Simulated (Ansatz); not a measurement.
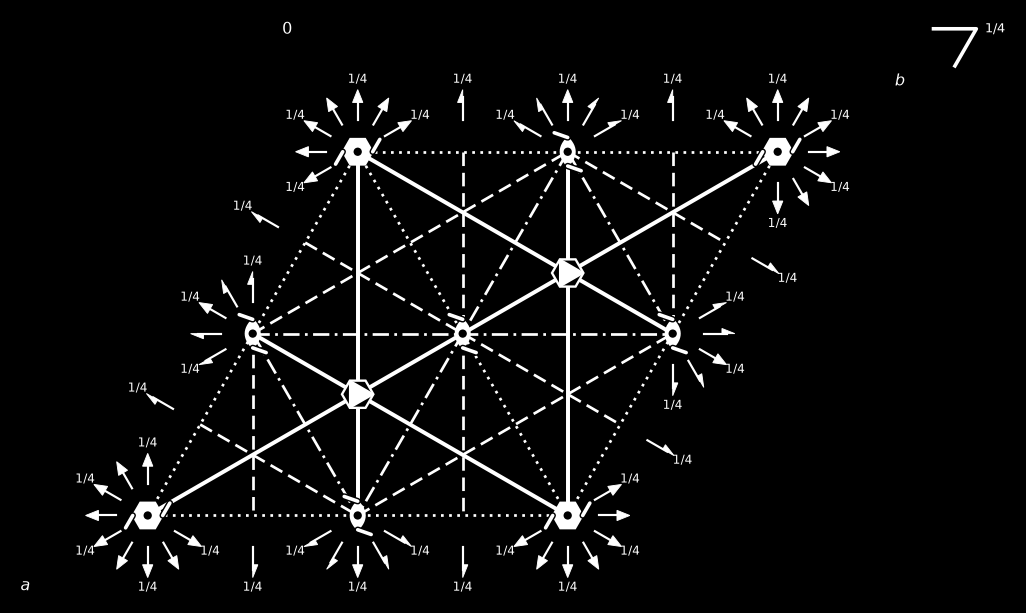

Symmetry elements of a space group, projected down c, computed from the operations of a computed or model structure of composition PtSe2.

Graphical symbols as in the International Tables (origin upper left, heights as fractions; handed screw axes are marked by their printed symbols).

Identify the space group.

P6₃/mmc, No. 194; primitive hexagonal, point group 6/mmm, 24 general positions a cell.

List the elements shown.

−6 axes along c at (1/3, 2/3), (2/3, 1/3); 6₃ axes along c at (0, 0); 2₁ axes along c at (0, 1/2), (1/2, 0), (1/2, 1/2); inversion centres at (0, 0), (0, 1/2), (1/2, 0), (1/2, 1/2); mirror planes holding c and [1 2 0] or [2 1 0] or [−1 1 0]; in-plane glide planes holding c and [1 2 0] or [2 1 0] or [−1 1 0]; c glide planes normal to a*, at x = 0; n glide planes normal to a*, at x = 1/2; c glide planes normal to b*, at y = 0; n glide planes normal to b*, at y = 1/2; c glide planes holding c and [1 1 0]; diagonal glide planes holding c and [1 1 0]; a mirror plane normal to c at height 1/4; 2 axes along [1 1 0] at height 0; 2 axes along [1 2 0] at height 1/4; 2 axes along [2 1 0] at height 1/4; 2 axes along [−1 1 0] at height 1/4; 2 axes along a at height 0; 2 axes along b at height 0; 2₁ axes along [1 1 0] at height 0; 2₁ axes along [1 2 0] at height 1/4; 2₁ axes along [2 1 0] at height 1/4; 2₁ axes along [−1 1 0] at height 1/4; 2₁ axes along a at height 0; 2₁ axes along b at height 0. Heights repeat every half period; positions are (a, b) fractions, modulo 1.

Write the general positions (in any order).

x, y, z; −x, −y, −z; x−y, x, z+1/2; −x+y, −x, −z+1/2; −y, x−y, z; y, −x+y, −z; −x, −y, z+1/2; x, y, −z+1/2; −x+y, −x, z; x−y, x, −z; y, −x+y, z+1/2; −y, x−y, −z+1/2; −y, −x, −z+1/2; y, x, z+1/2; −x, −x+y, −z; x, x−y, z; −x+y, y, −z+1/2; x−y, −y, z+1/2; y, x, −z; −y, −x, z; x, x−y, −z+1/2; −x, −x+y, z+1/2; x−y, −y, −z; −x+y, y, z
